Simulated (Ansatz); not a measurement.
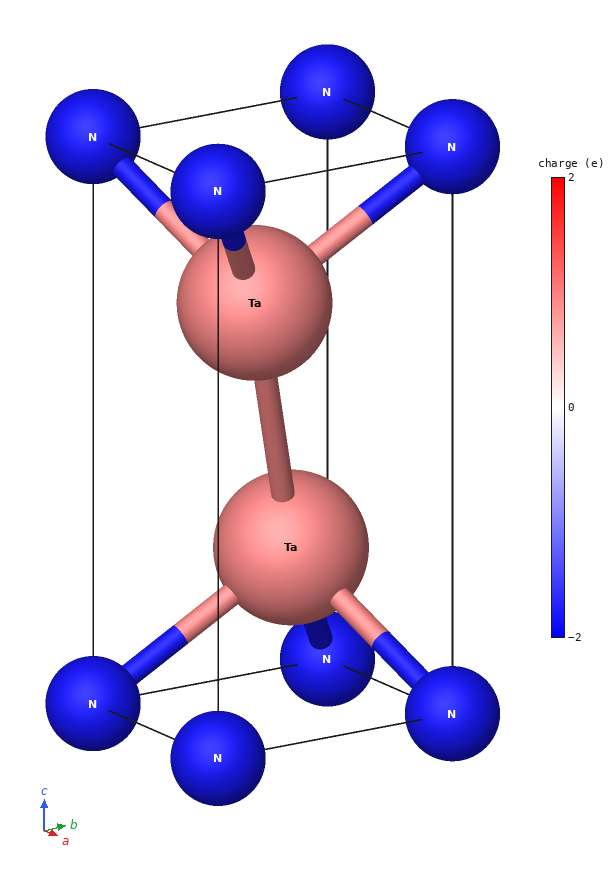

An orthographic ball-and-stick view of the structure, slightly off an axis. The wireframe shows the simulation cell. The atoms of this Ta₂N cell are coloured by their Bader charge.

The numbers come from Ansatz 0.2.0, DFT PBE, scalar-relativistic, plane waves, PAW, using a 420 eV plane-wave basis, an 18×18×10 mesh of k-points, Gaussian smearing of 0.1 eV, no spin polarisation.

Question: Summarise the charge transfer.

Answer: Most positive: Ta; most negative: N. Charges: about Ta +0.9 e; N -1.8 e.

Its origin is a structure listed in the Materials Project. Earlier steps of the study may have refined or changed the cell and positions. It was run through Ansatz as a DFT input.
